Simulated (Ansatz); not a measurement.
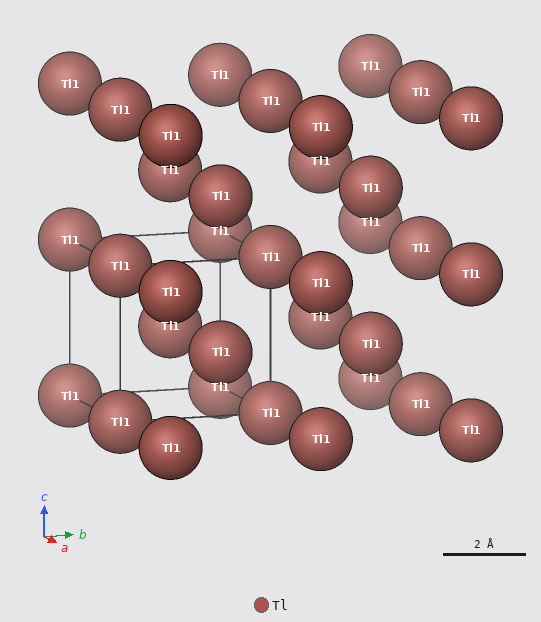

The input geometry of run 1 (spheres-only view of the cell 2 times as large as that of the calculation, set on its symmetry axes, repeated 2 × 2 × 2, seen slightly off an axis; atoms are numbered from 1 in the order of the input).

# What a change does: band-structure calculation on Tl

System: Tl (1 atom in the cell).
Method of run 1: DFT, r2SCAN, PAW with Ansatz's default frozen-core files, scalar-relativistic, no spin polarisation (Ansatz 0.2.0).

The structure derives from an entry of the Crystallography Open Database. Text and figures count atoms from 1; the logs count them from 0 in places.

### Input, run 1
```yaml
crystal:
  lattice:
    - [-1.941, 1.941, 1.941]
    - [1.941, -1.941, 1.941]
    - [1.941, 1.941, -1.941]
  atoms:
    - { symbol: Tl, position: [0.0, 0.0, 0.0] }
kpoints:
  mp_grid: { grid: [13, 13, 13] }
  band_path:
    path:
      - [0.0, 0.0, 0.0]
      - [0.5, -0.5, 0.5]
      - [0.0, 0.0, 0.5]
      - [0.0, 0.0, 0.0]
      - [0.25, 0.25, 0.25]
      - [0.5, -0.5, 0.5]
      - [0.25, 0.25, 0.25]
      - [0.0, 0.0, 0.5]
    npoints: 5
scf:
  occupations: { method: fermi_dirac, width: 0.05 }
hamiltonian:
  xc: r2scan
  pseudopotentials: { kind: paw }
output:
  forces: true
  stress: true
  eigenvalues: true
  efg: { contact_densities: true }
```

Launched with:
```bash
ansatz run input.yaml --threads 1 --pin off --max-ram 2048MiB --backend cpu --events-out ev --progress --plain --runs-dir out
```

Hardware: 1 thread of an Arm (aarch64) CPU, shared host.

### Output, shortened to warnings, some set-up lines, iterations and results (run 1)
```
Basis set: ecut = 500 eV, 767 PW (Γ), exchange–correlation on 100×100×100 points (64 copies of the dense FFT grid, shifted against one another)
Symmetry: 48 space group operations
k-points: 84 of 2197
Initial density: superposition of atomic densities (neutral atoms: chi_scale 0, normalization atom), corrected by the library's trained network
[...]
SCF iter   1: F=—  HF=-11458.583249 eV  |F-HF|=—  |Δ(HF+E_count)|=         —  Δρ=7.79e-3  dr2=1.52e-2  dr2_τ=5.89e-3  ethr=1.77e-3  ⟨swp⟩=5.9  Hψ=6249  notcnv=0
SCF iter   2: F=—  HF=-11458.579767 eV  |F-HF|=—  |Δ(HF+E_count)|=   3.48e-3  Δρ=3.35e-3  dr2=3.14e-3  dr2_τ=2.17e-4  ethr=1.17e-4  ⟨swp⟩=3.0  Hψ=2467  notcnv=0  defer=31
SCF iter   3: F=—  HF=-11458.578938 eV  |F-HF|=—  |Δ(HF+E_count)|=   8.28e-4  Δρ=4.71e-4  dr2=6.85e-5  dr2_τ=4.03e-6  ethr=2.41e-5  ⟨swp⟩=2.0  Hψ=1610  notcnv=0  defer=31
SCF iter   4: F=—  HF=-11458.579037 eV  |F-HF|=—  |Δ(HF+E_count)|=   9.88e-5  Δρ=1.82e-4  dr2=1.21e-5  dr2_τ=1.95e-7  ethr=5.27e-7  ⟨swp⟩=2.6  Hψ=1475  notcnv=0  defer=31
SCF iter   5: F=—  HF=-11458.579050 eV  |F-HF|=—  |Δ(HF+E_count)|=   1.25e-5  Δρ=3.34e-5  dr2=3.41e-7  dr2_τ=1.80e-8  ethr=9.30e-8  ⟨swp⟩=2.2  Hψ=1373  notcnv=0  defer=31
SCF iter   6: F=-11458.579050 eV  HF=-11458.579050 eV  |F-HF|=3.50e-8  |Δ(HF+E_count)|=   5.87e-7  Δρ=9.78e-6  dr2=2.26e-8  dr2_τ=1.32e-9  ethr=7.69e-10  ⟨swp⟩=6.5  Hψ=4477  …
SCF 1 converged in 6 iterations: F = -11458.579050 eV  dr2 = 2.26e-8
NSCF: frozen V_eff on 36 k-points
SCF converged after 6 iterations
Free energy (F): -11458.579050 eV
Harris-Foulkes:  -11458.579050 eV  (|F-HF|=3.50e-8)
Internal energy: -11458.573503 eV  (E = F + TS)
E sigma→0 (E₀):  -11458.576277 eV
Entropy (-TS):   -0.005547 eV (-5.547 meV/atom)
Fermi energy:    10.051595 eV
--- Per-component energies (eV) ---
  E_band       = -2.896199
  E_kinetic    = 334.472809
  E_local      = -890.209641  (includes V_loc(G=0)·N_el)
  E_nonlocal   = 317.293130
  E_hartree    = 329.856334
  E_xc         = -218.661949
  E_vxc        = -156.773096  (∫ρ·V_xc dr)
  E_paw        = -10191.686416  (= ΣΔE_a)
  E_vpaw       = -279.447425  (= ΣTr[D̂ρ^β])
  E_aug_tail   = 0.000017  (compensation charges beyond the density's cutoff)
  E_vtau       = 12.058763  (kinetic-family band-sum trace: ∫τ·v_τ [+ j·A + Jᵃ·Aᵃ] dr)
  E_ewald      = -1140.677548
  E_core_change = 1.039761  (= ΣΔE_core)
  E_smearing   = -0.005547  (= −TS)
  E_closure    = 0.000000  (closes the sum)
  Σ components = -11458.579050   (vs F -11458.579050, Δ=0.00e0)
--- Forces (eV/Å), atoms counted from 1 ---
  atom   1  Tl    -0.00000000     0.00000000     0.00000000
  max |Σ_I F_I| component: 8.01e-32 eV/Å
--- Stress (GPa, compression-positive) ---
        0.967990       0.000000       0.000000
       -0.000000       0.967990      -0.000000
       -0.000000       0.000000       0.967990
  P = ⅓ Tr σ = 0.9680 GPa (9.680 kbar)
--- PAW observables at the nuclei: V_zz in 10²¹ V/m², potentials from the cell's mean, atoms counted from 1 ---
  atom   1  Tl V_zz =    -0.000000   η = 0.0000   by run symmetry: forbidden
            electrostatic potential = -17136.107421 V   contact ρ = 15277201.862392 e/Å³
```

The input of run 2 differs as follows (lines with − go, lines with + come):
```diff
+  n_extra_bands: 1
+basis:
+  ecutrho_ratio: 8
```

How does run 2 compare with run 1?

The energy doesn't change within 0.01 meV per atom. The number of SCF iterations is the same.

### Output, shortened to warnings, some set-up lines, iterations and results (run 2)
```
Basis set: ecut = 500 eV, 767 PW (Γ), exchange–correlation on 144×144×144 points (64 copies of the dense FFT grid, shifted against one another)
Symmetry: 48 space group operations
k-points: 84 of 2197
Initial density: superposition of atomic densities (neutral atoms: chi_scale 0, normalization atom), corrected by the library's trained network
[...]
SCF iter   1: F=—  HF=-11458.583126 eV  |F-HF|=—  |Δ(HF+E_count)|=         —  Δρ=7.96e-3  dr2=1.58e-2  dr2_τ=6.01e-3  ethr=1.77e-3  ⟨swp⟩=5.9  Hψ=4583  notcnv=0
SCF iter   2: F=—  HF=-11458.579694 eV  |F-HF|=—  |Δ(HF+E_count)|=   3.43e-3  Δρ=3.27e-3  dr2=3.01e-3  dr2_τ=2.42e-4  ethr=1.21e-4  ⟨swp⟩=3.0  Hψ=2010  notcnv=0
SCF iter   3: F=—  HF=-11458.578938 eV  |F-HF|=—  |Δ(HF+E_count)|=   7.56e-4  Δρ=4.66e-4  dr2=7.74e-5  dr2_τ=2.70e-6  ethr=2.32e-5  ⟨swp⟩=2.0  Hψ=1215  notcnv=0
SCF iter   4: F=—  HF=-11458.579039 eV  |F-HF|=—  |Δ(HF+E_count)|=   1.01e-4  Δρ=1.82e-4  dr2=9.43e-6  dr2_τ=9.02e-8  ethr=5.95e-7  ⟨swp⟩=2.0  Hψ=1216  notcnv=0
SCF iter   5: F=-11458.579050 eV  HF=-11458.579050 eV  |F-HF|=2.90e-7  |Δ(HF+E_count)|=   1.13e-5  Δρ=2.30e-5  dr2=8.11e-8  dr2_τ=2.40e-8  ethr=7.26e-8  ⟨swp⟩=2.2  Hψ=1175  …
SCF iter   6: F=-11458.579050 eV  HF=-11458.579050 eV  |F-HF|=5.16e-8  |Δ(HF+E_count)|=   2.74e-7  Δρ=1.03e-5  dr2=3.53e-8  dr2_τ=1.23e-9  ethr=6.24e-10  ⟨swp⟩=2.7  Hψ=2881  …
SCF 1 converged in 6 iterations: F = -11458.579050 eV  dr2 = 3.53e-8
NSCF: frozen V_eff on 36 k-points
SCF converged after 6 iterations
Free energy (F): -11458.579050 eV
Harris-Foulkes:  -11458.579050 eV  (|F-HF|=5.16e-8)
Internal energy: -11458.573503 eV  (E = F + TS)
E sigma→0 (E₀):  -11458.576277 eV
Entropy (-TS):   -0.005547 eV (-5.547 meV/atom)
Fermi energy:    10.051553 eV
--- Per-component energies (eV) ---
  E_band       = -2.896986
  E_kinetic    = 334.472969
  E_local      = -890.210174  (includes V_loc(G=0)·N_el)
  E_nonlocal   = 317.293351
  E_hartree    = 329.856688
  E_xc         = -218.661927
  E_vxc        = -156.773055  (∫ρ·V_xc dr)
  E_paw        = -10191.686623  (= ΣΔE_a)
  E_vpaw       = -279.448054  (= ΣTr[D̂ρ^β])
  E_aug_tail   = 0.000001  (compensation charges beyond the density's cutoff)
  E_vtau       = 12.058760  (kinetic-family band-sum trace: ∫τ·v_τ [+ j·A + Jᵃ·Aᵃ] dr)
  E_ewald      = -1140.677548
  E_core_change = 1.039761  (= ΣΔE_core)
  E_smearing   = -0.005547  (= −TS)
  E_closure    = -0.000000  (closes the sum)
  Σ components = -11458.579050   (vs F -11458.579050, Δ=0.00e0)
--- Forces (eV/Å), atoms counted from 1 ---
  atom   1  Tl    -0.00000000     0.00000000     0.00000000
  max |Σ_I F_I| component: 2.88e-32 eV/Å
--- Stress (GPa, compression-positive) ---
        0.968166      -0.000000      -0.000000
       -0.000000       0.968166       0.000000
        0.000000       0.000000       0.968166
  P = ⅓ Tr σ = 0.9682 GPa (9.682 kbar)
--- PAW observables at the nuclei: V_zz in 10²¹ V/m², potentials from the cell's mean, atoms counted from 1 ---
  atom   1  Tl V_zz =    +0.000000   η = 0.0000   by run symmetry: forbidden
            electrostatic potential = -17136.107604 V   contact ρ = 15277201.861079 e/Å³
```

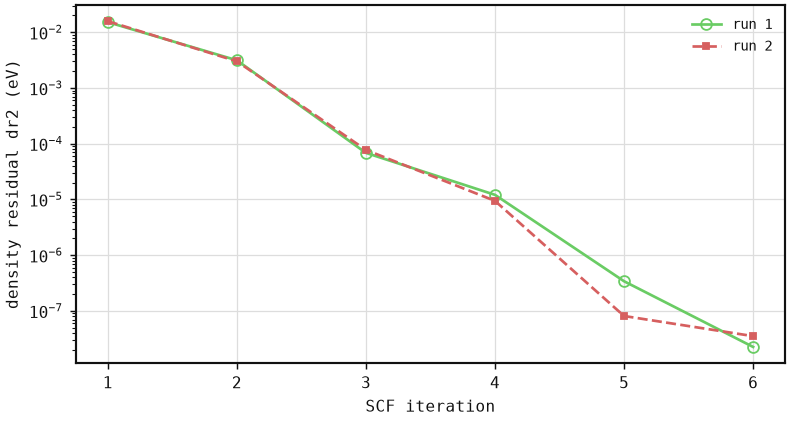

Convergence of the two runs: density residual dr2 against the SCF iteration. Run 1 takes 6 iterations in all, and run 2 takes 6.

### The two runs side by side

| quantity | run 1 | run 2 |
| --- | --- | --- |
| outcome | converged | converged |
| free energy per atom (eV) | −11458.5791 | −11458.5791 |
| energy per atom, smearing taken to zero (eV) | −11458.5763 | −11458.5763 |
| pressure (GPa) | 0.97 | 0.97 |
| largest force (eV/Å) | 0.000 | 0.000 |
| SCF iterations | 6 | 6 |
| irreducible k-points | 84 | 84 |
| plane waves at Γ | 767 | 767 |
| wall time (shared host) | 7.4 s | 7.3 s |

For both runs: Warnings: the field gradients leave out spin–orbit coupling. Spin–orbit coupling is left out, which matters for Tl.
